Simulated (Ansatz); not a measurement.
Consider Si7N.

```
Si N
1.0
     7.32553    0.00000    0.00000
    -3.66276    6.34409    0.00000
     0.00000    0.00000   19.88802
Si N
42 6
Direct
  0.33333 0.66667 0.10599
  0.00000 0.00000 0.43933
  0.66667 0.33333 0.77266
  0.33333 0.66667 0.22734
  0.00000 0.00000 0.56067
  0.66667 0.33333 0.89401
  0.16520 0.83480 0.27256
  0.83187 0.16813 0.60590
  0.49853 0.50147 0.93923
  0.50147 0.49853 0.06077
  0.16813 0.83187 0.39410
  0.83480 0.16520 0.72744
  0.50147 0.00293 0.06077
  0.16813 0.33627 0.39410
  0.83480 0.66960 0.72744
  0.16520 0.33040 0.27256
  0.83187 0.66373 0.60590
  0.49853 0.99707 0.93923
  0.85389 0.70778 0.10778
  0.52056 0.04111 0.44111
  0.18722 0.37444 0.77445
  0.29222 0.14611 0.10778
  0.95889 0.47944 0.44111
  0.62556 0.81278 0.77445
  0.85389 0.14611 0.10778
  0.52056 0.47944 0.44111
  0.18722 0.81278 0.77445
  0.37444 0.18722 0.22555
  0.04111 0.52056 0.55889
  0.70778 0.85389 0.89222
  0.81278 0.62556 0.22555
  0.47944 0.95889 0.55889
  0.14611 0.29222 0.89222
  0.81278 0.18722 0.22555
  0.47944 0.52056 0.55889
  0.14611 0.85389 0.89222
  0.66960 0.83480 0.27256
  0.33627 0.16813 0.60590
  0.00293 0.50147 0.93923
  0.99707 0.49853 0.06077
  0.66373 0.83187 0.39410
  0.33040 0.16520 0.72744
  0.00000 0.00000 0.09686
  0.66667 0.33333 0.43019
  0.33333 0.66667 0.76352
  0.66667 0.33333 0.23648
  0.33333 0.66667 0.56981
  0.00000 0.00000 0.90314
```

Space group R-3m; a generated structure, not necessarily the stable one; changed on purpose from its base cell (volume × 1.06, shape and atoms relaxed); computed pressure about −5 GPa in this cell.

Method: Ansatz 0.2.0, DFT PBE, scalar-relativistic, plane waves, PAW.

> Predict the valence pseudo-density and electron localisation function between the atoms.

Si–Si (2.41 Å): ρ is about 0.52 e/Å³ halfway; the ELF peaks at about 0.95 between the atoms.

> Does the calculation give a band gap?

It is metallic or semimetallic at this level of theory: no gap opens.

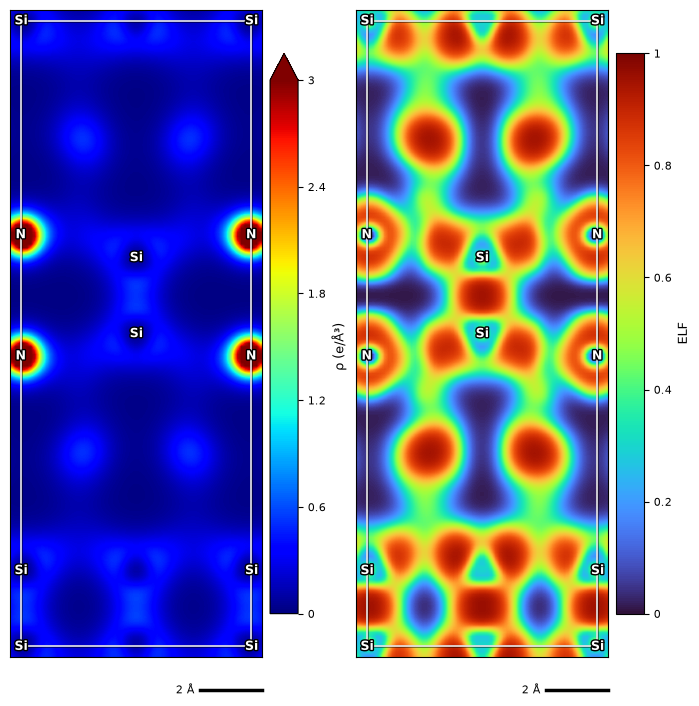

Computed valence pseudo-density and electron localisation function on the (010) plane of the conventional cell, in this order. Atoms just off the plane (Si, 0.3 Å away) can leave unmarked features too.

Core electrons are frozen (PAW), and the valence fields are smoothed inside the atomic spheres.
